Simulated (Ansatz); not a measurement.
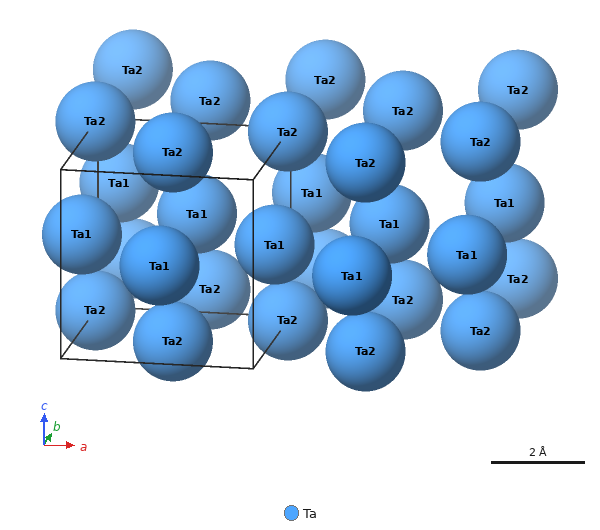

**Figure 1.** The structure (spheres-only view of the cell 2 times as large as that of the calculation, set on its symmetry axes, repeated 2 × 2 × 1, seen slightly off an axis; atoms are numbered from 1 in the order of the input). An atom can appear more than once, as a periodic image.

## What a change does: single-point calculation on Ta

System: Ta (2 atoms in the cell).
Method of run 1: DFT PBEsol, scalar-relativistic, plane waves, PAW, no spin polarisation (Ansatz 0.2.0).

The structure derives from an entry of the Crystallography Open Database. Text and figures count atoms from 1; the logs count them from 0 in places.

### Input file, run 1
```yaml
crystal:
  lattice:
    - [0.0, -2.11, -2.11]
    - [0.0, 2.11, -2.11]
    - [4.22, 0.0, 0.0]
  atoms:
    - { symbol: Ta, position: [0.5710900474, 0.4289099526, 0.5] }
    - { symbol: Ta, position: [-0.0710900474, 0.0710900474, 0.0] }
basis:
  ecutwfc: 420
kpoints:
  mp_grid: { grid: [16, 16, 12] }
hamiltonian:
  xc: pbesol
scf:
  occupations: { method: gaussian, width: 0.15 }
output:
  forces: true
  stress: true
  eigenvalues: true
```

Command:
```bash
ansatz run input.yaml --threads 2 --pin off --max-ram 5120MiB --backend cpu --events-out ev --progress --plain --runs-dir out
```

Hardware: 2 threads of Intel Xeon @ 2.50GHz (Skylake/Cascade Lake), 192 GiB of memory available, shared host.

### Output, shortened to warnings, some set-up lines, iterations and results (run 1)
```
Basis set: ecut = 420 eV, 699 PW (Γ), exchange–correlation on 40×40×60 points (8 copies of the dense FFT grid, shifted against one another)
Symmetry: 8 space group operations
k-points: 511 of 3072
Initial density: superposition of atomic densities (neutral atoms: chi_scale 0, normalization atom), corrected by the library's trained network
[...]
SCF iter   1: F=—  HF=-19611.744873 eV  |F-HF|=—  |Δ(HF+E_count)|=         —  Δρ=4.82e-3  dr2=4.17e-3  ethr=1.77e-3  ⟨swp⟩=5.0  Hψ=39067  notcnv=0
SCF iter   2: F=—  HF=-19611.744049 eV  |F-HF|=—  |Δ(HF+E_count)|=   8.24e-4  Δρ=2.70e-3  dr2=1.39e-3  ethr=1.60e-5  ⟨swp⟩=2.0  Hψ=15292  notcnv=0
SCF iter   3: F=—  HF=-19611.743887 eV  |F-HF|=—  |Δ(HF+E_count)|=   1.62e-4  Δρ=3.19e-4  dr2=2.49e-5  ethr=5.34e-6  ⟨swp⟩=2.8  Hψ=14305  notcnv=0
SCF iter   4: F=—  HF=-19611.743884 eV  |F-HF|=—  |Δ(HF+E_count)|=   2.40e-6  Δρ=7.94e-5  dr2=1.33e-6  ethr=9.56e-8  ⟨swp⟩=2.0  Hψ=14507  notcnv=0
SCF iter   5: F=-19611.743884 eV  HF=-19611.743884 eV  |F-HF|=1.35e-8  |Δ(HF+E_count)|=   1.82e-7  Δρ=1.28e-5  dr2=3.49e-8  ethr=5.10e-9  ⟨swp⟩=2.5  Hψ=14110  notcnv=0
SCF iter   6: F=-19611.743884 eV  HF=-19611.743884 eV  |F-HF|=3.82e-10  |Δ(HF+E_count)|=   3.29e-9  Δρ=2.24e-6  dr2=8.70e-10  ethr=1.34e-10  ⟨swp⟩=2.2  Hψ=31579  notcnv=0
SCF 1 converged in 6 iterations: F = -19611.743884 eV  dr2 = 8.70e-10
SCF converged after 6 iterations
Free energy (F): -19611.743884 eV
Harris-Foulkes:  -19611.743884 eV  (|F-HF|=3.82e-10)
Internal energy: -19611.710345 eV  (E = F + TS)
E sigma→0 (E₀):  -19611.727115 eV
Entropy (-TS):   -0.033539 eV (-16.769 meV/atom)
Fermi energy:    17.913866 eV
--- Per-component energies (eV) ---
  E_band       = -233.246597
  E_kinetic    = 732.444175
  E_local      = -1198.243031  (includes V_loc(G=0)·N_el)
  E_nonlocal   = 36.377055
  E_hartree    = 416.687466
  E_xc         = -433.360193
  E_vxc        = -406.843146  (∫ρ·V_xc dr)
  E_paw        = -16545.277550  (= ΣΔE_a)
  E_vpaw       = -230.356364  (= ΣTr[D̂ρ^β])
  E_aug_tail   = 0.000298  (compensation charges beyond the density's cutoff)
  E_ewald      = -2620.765858
  E_core_change = 0.427293  (= ΣΔE_core)
  E_smearing   = -0.033539  (= −TS)
  E_closure    = 0.000000  (closes the sum)
  Σ components = -19611.743884   (vs F -19611.743884, Δ=0.00e0)
--- Forces (eV/Å), atoms counted from 1 ---
  atom   1  Ta     0.00000000     2.25595810     0.00000000
  atom   2  Ta     0.00000000    -2.25595810     0.00000000
  max |Σ_I F_I| component: 0.00e0 eV/Å
--- Stress (GPa, compression-positive) ---
       15.564752       0.000000       0.000000
        0.000000      -2.310927       0.000000
        0.000000       0.000000      -8.903165
  P = ⅓ Tr σ = 1.4502 GPa (14.502 kbar)
```

For run 2 the input was changed thus:
```diff
-    - { symbol: Ta, position: [0.5710900474, 0.4289099526, 0.5] }
-    - { symbol: Ta, position: [-0.0710900474, 0.0710900474, 0.0] }
+    - { symbol: Ta, position: [0.4733412322, 0.5266587678, 0.5] }
+    - { symbol: Ta, position: [0.0266587678, -0.0266587678, 0.0] }
```

What does this change do to the results?

With the same functional and potentials, run 2 lies 307.3 meV per atom lower. The pressure goes from 1.45 to −4.55 GPa. The largest force goes from 2.256 to 0.898 eV/Å. The number of SCF iterations is the same.

### Output, shortened to warnings, some set-up lines, iterations and results (run 2)
```
Basis set: ecut = 420 eV, 699 PW (Γ), exchange–correlation on 40×40×60 points (8 copies of the dense FFT grid, shifted against one another)
Symmetry: 8 space group operations
k-points: 511 of 3072
Initial density: superposition of atomic densities (neutral atoms: chi_scale 0, normalization atom), corrected by the library's trained network
[...]
SCF iter   1: F=—  HF=-19612.358622 eV  |F-HF|=—  |Δ(HF+E_count)|=         —  Δρ=2.88e-3  dr2=1.61e-3  ethr=1.77e-3  ⟨swp⟩=5.0  Hψ=38389  notcnv=0
SCF iter   2: F=—  HF=-19612.358463 eV  |F-HF|=—  |Δ(HF+E_count)|=   1.60e-4  Δρ=1.72e-3  dr2=5.89e-4  ethr=6.19e-6  ⟨swp⟩=2.1  Hψ=16736  notcnv=0
SCF iter   3: F=—  HF=-19612.358509 eV  |F-HF|=—  |Δ(HF+E_count)|=   4.64e-5  Δρ=3.74e-4  dr2=3.37e-5  ethr=2.26e-6  ⟨swp⟩=2.1  Hψ=11371  notcnv=0
SCF iter   4: F=—  HF=-19612.358499 eV  |F-HF|=—  |Δ(HF+E_count)|=   1.01e-5  Δρ=1.46e-4  dr2=3.04e-6  ethr=1.30e-7  ⟨swp⟩=2.2  Hψ=14313  notcnv=0
SCF iter   5: F=—  HF=-19612.358498 eV  |F-HF|=—  |Δ(HF+E_count)|=   1.07e-6  Δρ=3.53e-5  dr2=2.34e-7  ethr=1.17e-8  ⟨swp⟩=2.2  Hψ=14609  notcnv=0
SCF iter   6: F=-19612.358498 eV  HF=-19612.358498 eV  |F-HF|=7.63e-9  |Δ(HF+E_count)|=   5.97e-8  Δρ=8.15e-6  dr2=1.13e-8  ethr=3.85e-10  ⟨swp⟩=5.7  Hψ=38395  notcnv=0
SCF 1 converged in 6 iterations: F = -19612.358498 eV  dr2 = 1.13e-8
SCF converged after 6 iterations
Free energy (F): -19612.358498 eV
Harris-Foulkes:  -19612.358498 eV  (|F-HF|=7.63e-9)
Internal energy: -19612.328193 eV  (E = F + TS)
E sigma→0 (E₀):  -19612.343345 eV
Entropy (-TS):   -0.030304 eV (-15.152 meV/atom)
Fermi energy:    17.958684 eV
--- Per-component energies (eV) ---
  E_band       = -233.820484
  E_kinetic    = 729.750251
  E_local      = -1155.132347  (includes V_loc(G=0)·N_el)
  E_nonlocal   = 34.032940
  E_hartree    = 396.566405
  E_xc         = -432.857171
  E_vxc        = -406.154317  (∫ρ·V_xc dr)
  E_paw        = -16544.479758  (= ΣΔE_a)
  E_vpaw       = -229.447811  (= ΣTr[D̂ρ^β])
  E_aug_tail   = 0.000292  (compensation charges beyond the density's cutoff)
  E_ewald      = -2640.636097
  E_core_change = 0.427293  (= ΣΔE_core)
  E_smearing   = -0.030304  (= −TS)
  E_closure    = 0.000000  (closes the sum)
  Σ components = -19612.358498   (vs F -19612.358498, Δ=0.00e0)
--- Forces (eV/Å), atoms counted from 1 ---
  atom   1  Ta     0.00000000    -0.89804292     0.00000000
  atom   2  Ta     0.00000000     0.89804292     0.00000000
  max |Σ_I F_I| component: 0.00e0 eV/Å
--- Stress (GPa, compression-positive) ---
       -2.796805       0.000000       0.000000
        0.000000      -4.645530       0.000000
        0.000000       0.000000      -6.217159
  P = ⅓ Tr σ = -4.5532 GPa (-45.532 kbar)
```

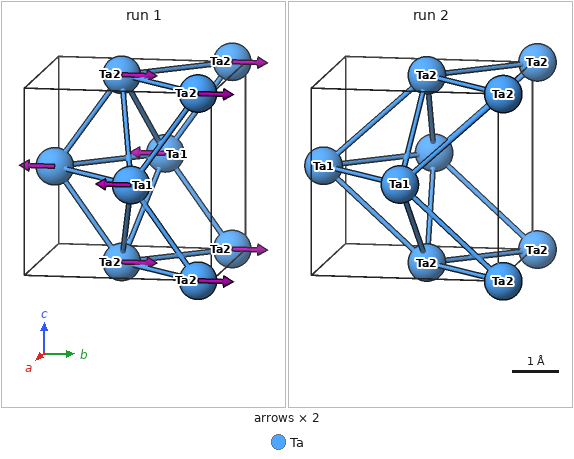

**Figure 2.** The two input geometries at one scale (ball-and-stick view of the cell 2 times as large as that of the calculation, set on its symmetry axes, seen slightly off an axis). The pink arrows on the first give the shifts of the atoms relative to the cell, with their mean removed, magnified 2 times. The largest moves, 0.41 Å, are those of Ta1 and Ta2. (The mean shift of all atoms is removed.) The cell stays as it was. Among the contacts that change: Ta1–Ta2 3.435 → 2.829 Å.

### The two runs side by side

| quantity | run 1 | run 2 |
| --- | --- | --- |
| outcome | converged | converged |
| free energy per atom (eV) | −9805.8719 | −9806.1792 |
| energy per atom, smearing taken to zero (eV) | −9805.8636 | −9806.1717 |
| gap on the mesh (eV) | 0.00 | 0.00 |
| pressure (GPa) | 1.45 | −4.55 |
| largest force (eV/Å) | 2.256 | 0.898 |
| SCF iterations | 6 | 6 |
| irreducible k-points | 511 | 511 |
| plane waves at Γ | 699 | 699 |
| wall time (shared host) | 13 s | 10 s |

For both runs: Spin–orbit coupling is left out, which matters for Ta.
